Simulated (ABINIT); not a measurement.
# Phonon calculation, with input and output: HgTe (part 2 of 2)

Continued. System: HgTe (F-43m, 2 atoms in the cell). Method: Kohn-Sham DFT of a periodic cell, PBE, SPMS NC PBE v1.0, no spin polarisation (ABINIT 10.8.3); cutoff 707.5 eV, 4×4×4 k-mesh, fermi-dirac of 0.05 eV. The structure derives from an entry of the Crystallography Open Database.

Geometry of the input (Å; fractional positions):
```
0.0000  3.3293  3.3293
3.3293  0.0000  3.3293
3.3293  3.3293  0.0000
Hg 0.0000  0.0000  0.0000
Te 0.7500  0.7500  0.7500
```

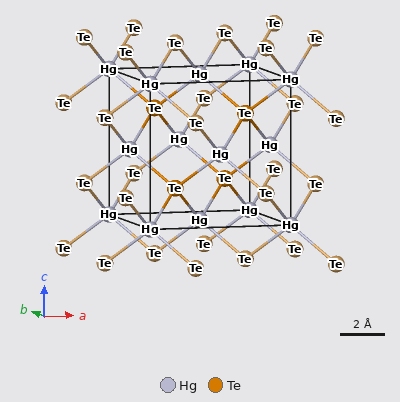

*The structure (ball-and-stick view of the cell 4 times as large as that of the calculation, set on its symmetry axes, seen slightly off an axis; neighbours outside the cell are drawn fainter). An atom can appear more than once, as a periodic image.*

Output, continued
```
 ------------------------------------------------
 Atom  Sphere_radius  Integrated_density
    1        2.00000         16.47811307
    2        2.00000         11.89999810
================================================================================

 ----iterations are completed or convergence reached----

 Mean square residual over all n,k,spin=   23.691E-16; max=  95.249E-16
 reduced coordinates (array xred) for    2 atoms
       0.000000000000      0.000000000000      0.000000000000
       0.750000000000      0.750000000000      0.750000000000
 rms dE/dt=  7.6160E-28; max dE/dt=  1.0771E-27; dE/dt below (all hartree)
    1      -0.000000000000     -0.000000000000      0.000000000000
    2       0.000000000000      0.000000000000      0.000000000000

 cartesian coordinates (angstrom) at end:
    1      0.00000000000000     0.00000000000000     0.00000000000000
    2      4.99402007668109     4.99402007668109     4.99402007668109

 cartesian forces (hartree/bohr) at end:
    1     -0.00000000000000    -0.00000000000000     0.00000000000000
    2      0.00000000000000     0.00000000000000    -0.00000000000000
 frms,max,avg= 8.1951510E-29 1.2839334E-28   0.000E+00  0.000E+00  0.000E+00 h/b

 cartesian forces (eV/Angstrom) at end:
    1     -0.00000000000000    -0.00000000000000     0.00000000000000
    2      0.00000000000000     0.00000000000000    -0.00000000000000
 frms,max,avg= 4.2141161E-27 6.6022510E-27   0.000E+00  0.000E+00  0.000E+00 e/A
 length scales=  8.897600252300  8.897600252300  8.897600252300 bohr
              =  4.708407282048  4.708407282048  4.708407282048 angstroms
 Fermi (or HOMO) energy (hartree) =   0.14203   Average Vxc (hartree)=  -0.32620
 Eigenvalues (hartree) for nkpt=  10  k points:
 kpt#   1, nband= 26, wtk=  0.09375, kpt= -0.1250 -0.2500  0.0000 (reduced coord)
  -4.08374   -2.18442   -2.18442   -2.18442   -1.20813   -1.20812   -1.20812   -1.20798
  -1.20798   -0.27704   -0.11639   -0.11543   -0.11409   -0.10302   -0.10194    0.02701
   0.10714    0.10761    0.18573    0.27214    0.32972    0.33248    0.40958    0.45651
   0.47760    0.51581
      occupation numbers for kpt#   1
   2.00000    2.00000    2.00000    2.00000    2.00000    2.00000    2.00000    2.00000
   2.00000    2.00000    2.00000    2.00000    2.00000    2.00000    2.00000    2.00000
   2.00000    2.00000    0.00000    0.00000    0.00000    0.00000    0.00000    0.00000
   0.00000    0.00000
 prteigrs : prtvol=0 or 1, do not print more k-points.

--- !EnergyTerms
iteration_state     : {dtset: 1, }
comment             : Components of total free energy in Hartree
kinetic             :  9.29132741268354E+01
hartree             :  7.99360940765996E+01
xc                  : -4.77416586892765E+01
Ewald energy        : -1.39906167671250E+02
psp_core            :  5.48771894652129E+00
local_psp           : -2.28658133122040E+02
non_local_psp       : -2.48893895483739E+01
internal            : -2.62858261880984E+02
'-kT*entropy'       : -2.42960522295575E-06
total_energy        : -2.62858264310589E+02
total_energy_eV     : -7.15273775810360E+03
band_energy         : -3.46766645468979E+01
...

 Cartesian components of stress tensor (hartree/bohr^3)
  sigma(1 1)=  4.21791092E-06  sigma(3 2)=  0.00000000E+00
  sigma(2 2)=  4.21791092E-06  sigma(3 1)=  0.00000000E+00
  sigma(3 3)=  4.21791092E-06  sigma(2 1)=  0.00000000E+00

-Cartesian components of stress tensor (GPa)         [Pressure= -1.2410E-01 GPa]
- sigma(1 1)=  1.24095224E-01  sigma(3 2)=  0.00000000E+00
- sigma(2 2)=  1.24095224E-01  sigma(3 1)=  0.00000000E+00
- sigma(3 3)=  1.24095224E-01  sigma(2 1)=  0.00000000E+00

================================================================================
== DATASET  2 ==================================================================

--- !DatasetInfo
iteration_state: {dtset: 2, }
dimensions: {natom: 2, nkpt: 128, mband: 26, nsppol: 1, nspinor: 1, nspden: 1, mpw: 3171, }
cutoff_energies: {ecut:  26.0, pawecutdg:  -1.0, }
electrons: {nelect:   3.60000000E+01, charge:   0.00000000E+00, occopt:   3.00000000E+00, tsmear:   1.83746611E-03, }
meta: {optdriver: 1, rfphon: 1, }
...

 mkfilename : getwfk/=0, take file _WFK from output of DATASET   1.

 Exchange-correlation functional for the present dataset will be:
  GGA: Perdew-Burke-Ernzerhof functional - ixc=11
  J.P.Perdew, K.Burke, M.Ernzerhof, PRL 77, 3865 (1996)

 Real(R)+Recip(G) space primitive vectors, cartesian coordinates (Bohr,Bohr^-1):
 R(1)=  0.0000000  6.2915535  6.2915535  G(1)= -0.0794716  0.0794716  0.0794716
 R(2)=  6.2915535  0.0000000  6.2915535  G(2)=  0.0794716 -0.0794716  0.0794716
 R(3)=  6.2915535  6.2915535  0.0000000  G(3)=  0.0794716  0.0794716 -0.0794716
 Unit cell volume ucvol=  4.9808524E+02 bohr^3
 Angles (23,13,12)=  6.00000000E+01  6.00000000E+01  6.00000000E+01 degrees
 setup1 : take into account q-point for computing boxcut.

 getcut: wavevector=  0.0000  0.0000  0.0000  ngfft=  45  45  45
         ecut(hartree)=     26.000   => boxcut(ratio)=   2.15441
--------------------------------------------------------------------------------

 ==>  initialize data related to q vector <==

 The list of irreducible perturbations for this q vector is:
    1)    idir= 1    ipert=   1
    2)    idir= 1    ipert=   2

================================================================================

 The perturbation idir=   2  ipert=   1 is
 symmetric of a previously calculated perturbation.
 So, its SCF calculation is not needed.

 The perturbation idir=   3  ipert=   1 is
 symmetric of a previously calculated perturbation.
 So, its SCF calculation is not needed.

 The perturbation idir=   2  ipert=   2 is
 symmetric of a previously calculated perturbation.
 So, its SCF calculation is not needed.

 The perturbation idir=   3  ipert=   2 is
 symmetric of a previously calculated perturbation.
 So, its SCF calculation is not needed.

--------------------------------------------------------------------------------
 Perturbation wavevector (in red.coord.)   0.000000  0.000000  0.000000
 Perturbation : displacement of atom   1   along direction   1
 Found     2 symmetries that leave the perturbation invariant.
 symkpt : the number of k-points, thanks to the symmetries,
 is reduced to    72 .

--------------------------------------------------------------------------------

--------------------------------------------------------------------------------

 dfpt_looppert : total number of electrons, from k and k+q
  fully or partially occupied states are    3.600000E+01 and    3.600000E+01.
 Initialisation of the first-order wave-functions :
  ireadwf=   0

--- !BeginCycle
iteration_state: {dtset: 2, }
solver: {iscf: 7, nstep: 80, nline: 4, wfoptalg: 0, }
tolerances: {tolvrs: 1.00E-08, }
...

     iter   2DEtotal(Ha)        deltaE(Ha) residm    vres2
-ETOT  1   4.1099493915183     -9.374E+03 1.310E+01 8.050E+02
 ETOT  2   2.1851956890580     -1.925E+00 1.818E-02 4.511E+01
 ETOT  3   2.1669962348253     -1.820E-02 2.102E-04 7.202E+00
 ETOT  4   2.1653937263502     -1.603E-03 1.551E-05 3.583E-01
 ETOT  5   2.1652621667192     -1.316E-04 8.473E-07 5.509E-02
 ETOT  6   2.1652546227554     -7.544E-06 8.682E-08 9.911E-03
 ETOT  7   2.1652529668729     -1.656E-06 1.440E-08 7.278E-04
 ETOT  8   2.1652528458028     -1.211E-07 2.637E-09 2.647E-05
 ETOT  9   2.1652528420557     -3.747E-09 1.474E-10 5.190E-07
 ETOT 10   2.1652528419575     -9.823E-11 9.043E-12 1.860E-08
 ETOT 11   2.1652528419938      3.638E-11 7.141E-13 9.800E-10

 At SCF step   11       vres2   =  9.80E-10 < tolvrs=  1.00E-08 =>converged.
================================================================================

 ----iterations are completed or convergence reached----

 Mean square residual over all n,k,spin=   42.478E-16; max=  71.413E-14

 2DEtotal=    0.2165252842E+01 Ha. Also 2DEtotal=    0.589195314036E+02 eV
    (2DErelax=   -9.3762269949E+03 Ha. 2DEnonrelax=    9.3783922478E+03 Ha)
    (  non-var. 2DEtotal :    2.1652476332E+00 Ha)

--------------------------------------------------------------------------------
 Perturbation wavevector (in red.coord.)   0.000000  0.000000  0.000000
 Perturbation : displacement of atom   2   along direction   1
 Found     2 symmetries that leave the perturbation invariant.
 symkpt : the number of k-points, thanks to the symmetries,
 is reduced to    72 .

--------------------------------------------------------------------------------

--------------------------------------------------------------------------------

 dfpt_looppert : total number of electrons, from k and k+q
  fully or partially occupied states are    3.600000E+01 and    3.600000E+01.
 Initialisation of the first-order wave-functions :
  ireadwf=   0

--- !BeginCycle
iteration_state: {dtset: 2, }
solver: {iscf: 7, nstep: 80, nline: 4, wfoptalg: 0, }
tolerances: {tolvrs: 1.00E-08, }
...

     iter   2DEtotal(Ha)        deltaE(Ha) residm    vres2
-ETOT  1   7.1735200572547     -2.635E+04 9.032E+01 3.269E+02
 ETOT  2   2.1874672905359     -4.986E+00 3.294E-02 5.801E+01
 ETOT  3   2.1674387035999     -2.003E-02 1.623E-03 4.221E+00
 ETOT  4   2.1661992504340     -1.239E-03 3.985E-05 3.470E-01
 ETOT  5   2.1660671793105     -1.321E-04 8.133E-06 1.126E-02
 ETOT  6   2.1660649102740     -2.269E-06 2.220E-07 2.694E-03
 ETOT  7   2.1660638753709     -1.035E-06 4.449E-08 6.106E-05
 ETOT  8   2.1660638694046     -5.966E-09 1.374E-09 6.676E-06
 ETOT  9   2.1660638686188     -7.858E-10 2.470E-10 5.057E-07
 ETOT 10   2.1660638686552      3.638E-11 1.228E-11 1.928E-08
 ETOT 11   2.1660638686479     -7.276E-12 1.225E-12 9.747E-10

 At SCF step   11       vres2   =  9.75E-10 < tolvrs=  1.00E-08 =>converged.
================================================================================

 ----iterations are completed or convergence reached----

 Mean square residual over all n,k,spin=   34.435E-16; max=  12.247E-13

 2DEtotal=    0.2166063869E+01 Ha. Also 2DEtotal=    0.589416005632E+02 eV
    (2DErelax=   -2.6350967042E+04 Ha. 2DEnonrelax=    2.6353133105E+04 Ha)
    (  non-var. 2DEtotal :    2.1660593008E+00 Ha)

================================================================================

 ---- first-order wavefunction calculations are completed ----

 ==> Compute Derivative Database <==

  Dynamical matrix, in cartesian coordinates,
   if specified in the inputs, asr has been imposed
     j1       j2             matrix element
  dir pert dir pert     real part    imaginary part

   1    1   1    1         0.0273491894        -0.0000000000
   1    1   1    2        -0.0273491894         0.0000000000

   2    1   2    1         0.0273491894        -0.0000000000
   2    1   2    2        -0.0273491894         0.0000000000

   3    1   3    1         0.0273491894         0.0000000000
   3    1   3    2        -0.0273491894        -0.0000000000

   1    2   1    1        -0.0273491943        -0.0000000000
   1    2   1    2         0.0273491943         0.0000000000

   2    2   2    1        -0.0273491943        -0.0000000000
   2    2   2    2         0.0273491943         0.0000000000

   3    2   3    1        -0.0273491943         0.0000000000
   3    2   3    2         0.0273491943        -0.0000000000

  Phonon wavevector (reduced coordinates) :  0.00000  0.00000  0.00000
 Phonon energies in Hartree :
   0.000000E+00  0.000000E+00  0.000000E+00  4.386063E-04  4.386063E-04
   4.386063E-04
 Phonon frequencies in cm-1    :
   0.000000E+00  0.000000E+00  0.000000E+00  9.626296E+01  9.626296E+01
   9.626296E+01

== END DATASET(S) ==============================================================
================================================================================

 -outvars: echo values of variables after computation  --------
            acell      8.8976002523E+00  8.8976002523E+00  8.8976002523E+00 Bohr
           etotal1    -2.6285826431E+02
           etotal2     2.1660638686E+00
            fcart1    -4.2797780134E-29 -4.2797780134E-29  1.2839334040E-28
                       4.2797780134E-29  4.2797780134E-29 -1.2839334040E-28
            fcart2     0.0000000000E+00  0.0000000000E+00  0.0000000000E+00
                       0.0000000000E+00  0.0000000000E+00  0.0000000000E+00
            rprim      0.0000000000E+00  7.0710678120E-01  7.0710678120E-01
                       7.0710678120E-01  0.0000000000E+00  7.0710678120E-01
                       7.0710678120E-01  7.0710678120E-01  0.0000000000E+00
           strten1     4.2179109201E-06  4.2179109201E-06  4.2179109201E-06
                       0.0000000000E+00  0.0000000000E+00  0.0000000000E+00
           strten2     0.0000000000E+00  0.0000000000E+00  0.0000000000E+00
                       0.0000000000E+00  0.0000000000E+00  0.0000000000E+00
           xangst      0.0000000000E+00  0.0000000000E+00  0.0000000000E+00
                       4.9940200767E+00  4.9940200767E+00  4.9940200767E+00
             xred      0.0000000000E+00  0.0000000000E+00  0.0000000000E+00
                       7.5000000000E-01  7.5000000000E-01  7.5000000000E-01
 Calculation completed.
```

Results in brief

```csv
quantity,value
outcome,converged
space group (tolerance 0.01 Å),F-43m (216)
electrons treated,36
free energy,−7152.7378 eV
Fermi energy,3.865 eV
pressure,−0.12 GPa
largest force (length of the vector),under 0.001 eV/Å
wall time,3.4 min (CPU time 13 min)
peak memory,0.64 GiB
```

Remarks

Spin–orbit coupling is left out, which matters for Hg.
